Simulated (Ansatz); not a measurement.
```
Al
1.0
     2.83168    0.00000    0.00000
    -1.41584    2.45231    0.00000
     0.00000    0.00000   25.79447
Al
11
Direct
  0.00000 0.00000 0.68182
  0.33333 0.66667 0.77304
  0.00000 0.00000 0.86434
  0.33333 0.66667 0.95501
  0.66667 0.33333 0.04499
  0.00000 0.00000 0.13566
  0.66667 0.33333 0.22696
  0.00000 0.00000 0.31818
  0.66667 0.33333 0.40942
  0.00000 0.00000 0.50000
  0.33333 0.66667 0.59058
```

Space group P-3m1; a generated structure, not necessarily the stable one; computed without spin polarisation.

Computed with DFT PBEsol, scalar-relativistic, plane waves, PAW in Ansatz 0.2.0.

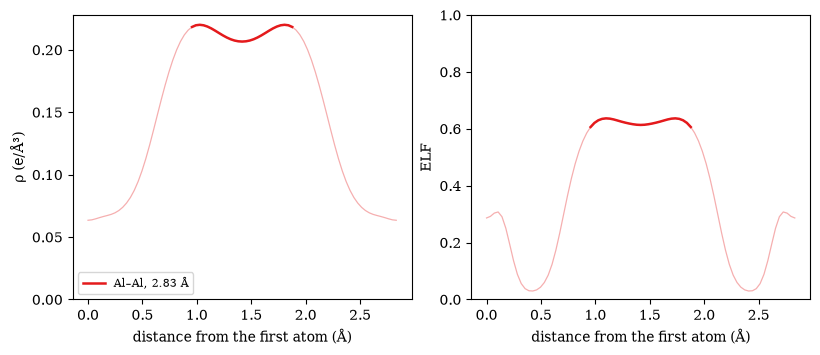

Al. Valence charge density (pseudo) and electron localisation function along straight lines between neighbouring atoms. Thin, pale parts lie inside the atomic spheres.

The density is the valence pseudo-density of a PAW calculation; it isn't the true density close to the nuclei.

What can be read from the curves?

Al–Al (2.83 Å): the density is about 0.21 e/Å³ at the midpoint; the ELF peaks at about 0.65 between the atoms.
